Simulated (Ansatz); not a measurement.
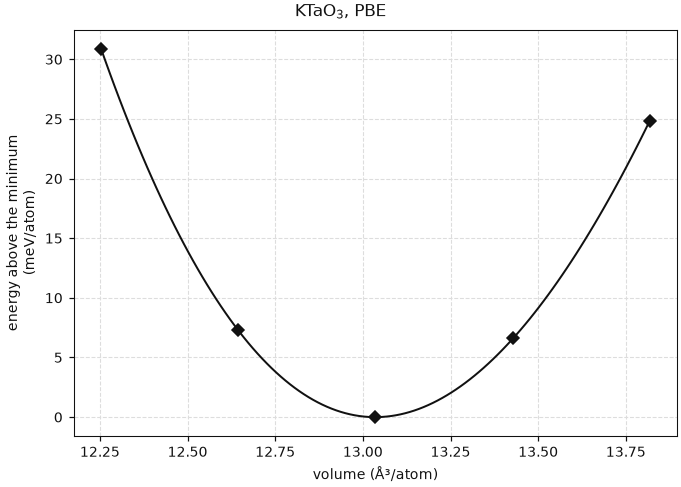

The picture above shows the energy above the minimum against volume for KTaO₃, space group Pm-3m (No. 221).

The given structure:
```xyz
5
Lattice="4.0244 0.0000 0.0000 0.0000 4.0244 0.0000 0.0000 0.0000 4.0244" Properties=species:S:1:pos:R:3 pbc="T T T"
K     2.0122    2.0122    2.0122
Ta    0.0000    0.0000    0.0000
O     2.0122    0.0000    0.0000
O     0.0000    2.0122    0.0000
O     0.0000    0.0000    2.0122
```

Computed with Ansatz 0.2.0: third-order Birch-Murnaghan fit to density functional energies at scaled volumes of the given relaxed cell, shape and atoms relaxed at each volume; energies count from the fitted minimum; plane waves with PAW datasets, Γ-centred k mesh. Level: PBE, no spin polarisation.

```json
{"setting": "wave cutoff", "value": "420 eV"}
{"setting": "k mesh", "value": "8×8×8"}
{"setting": "occupations", "value": "Gaussian"}
{"setting": "smearing width", "value": "0.02 eV"}
```

From this curve and the settings, what does the calculation give for the pressure and gap on the k mesh at the same points?

The pressure falls from 13.38 GPa at volume 12.253 Å³/atom to −9.62 GPa at 13.818 Å³/atom, and changes sign near 13.04 Å³/atom. The gap on the k mesh stays open and runs from 2.301 eV at volume 12.253 Å³/atom to 2.023 eV at 13.818 Å³/atom.

```csv
volume (Å³/atom),pressure (GPa),gap on the k mesh (eV)
12.253,13.38,2.301
12.644,6.14,2.231
13.035,0.00,2.161
13.427,-5.21,2.092
13.818,-9.62,2.023
```
